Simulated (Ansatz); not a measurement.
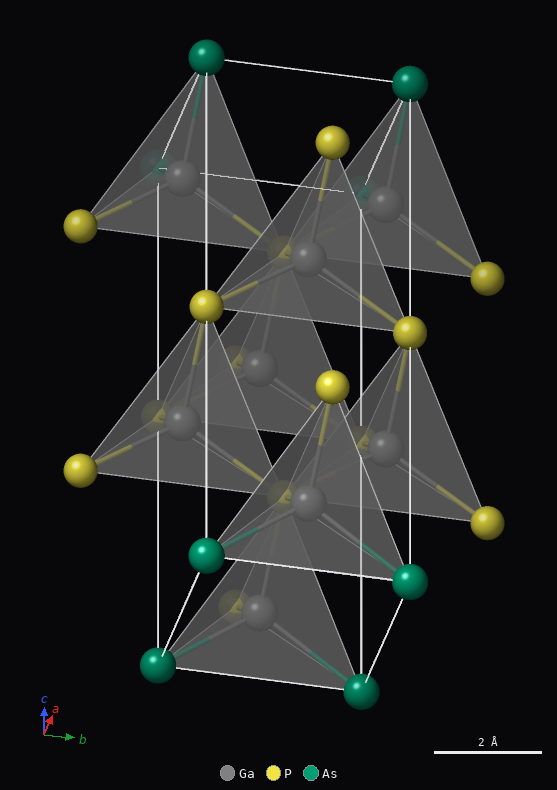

We look at a polyhedral model of the crystal from a general direction. One conventional unit cell is framed, with atoms on its boundary repeated. Some atoms of the next cells are drawn as well.

Ga4AsP3, space group P-4m2 (No. 115), a = 3.93 Å, b = 3.93 Å, c = 11.13 Å, α = 90.00°, β = 90.00°, γ = 90.00°.

Setup: DFT PBE, scalar-relativistic, plane waves, PAW in Ansatz; plane waves to 420 eV, k-grid 8×8×4, no spin polarisation.

How large a gap does the method give, if there is one?

A semiconductor at this level, with a gap of 1.16 eV on the k-mesh (the true edges may lie between mesh points, so the gap can be somewhat smaller).

How strongly do the electrons screen (ε∞)?

ε∞ averages 11.4.

The structure was taken from a structure type filled with these elements by a generator (whether the compound takes this form wasn't checked). Earlier steps of the study, as a rule a relaxation of our own, may have changed the cell and positions, so they can lie some per cent off the listed ones. It went into a calculation with Ansatz.
